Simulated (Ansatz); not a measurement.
System: ZnO, space group P6_3/mmc, 4 atoms in the cell, NiAs type.

```cif
data_structure
_symmetry_space_group_name_H-M 'P6_3/mmc'
_symmetry_Int_Tables_number 194
_cell_length_a 2.9663
_cell_length_b 2.9663
_cell_length_c 5.1143
_cell_angle_alpha 90.000
_cell_angle_beta 90.000
_cell_angle_gamma 120.000
_cell_volume 38.97
loop_
_atom_site_label
_atom_site_type_symbol
_atom_site_symmetry_multiplicity
_atom_site_Wyckoff_symbol
_atom_site_fract_x
_atom_site_fract_y
_atom_site_fract_z
_atom_site_occupancy
Zn1 Zn 2 a 0.00000 0.00000 0.00000 1
O1 O 2 c 0.33333 0.66667 0.25000 1
```

Level of theory: DFT, r2SCAN+rVV10, plane waves, PAW, no spin polarisation, 12×12×6 k mesh, 500 eV cutoff, Fermi-Dirac smearing of 0.03 eV; code Ansatz.

What will the density of states look like?

There is a gap; over the k points computed it is 1.37 eV (direct among those points). Within the window shown, the tallest peak of the filled states lies 4.8 eV under the valence-band top, at about 15 states per eV and cell.

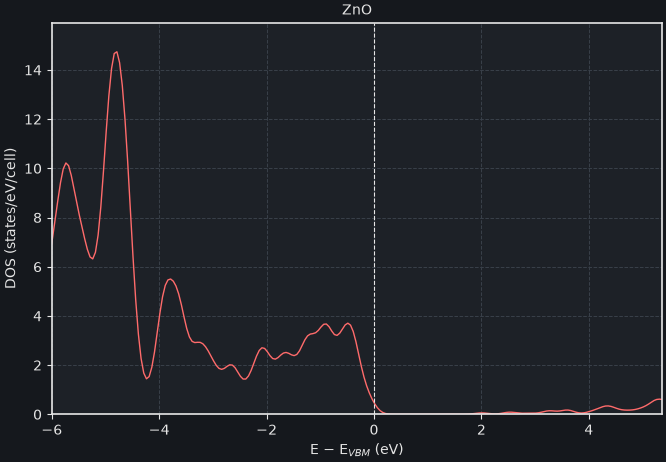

Density of states. Energies are counted from the top of the valence band. The curve is built from the levels of the k mesh with Gaussians 0.3 eV wide, which also blur the band edges.
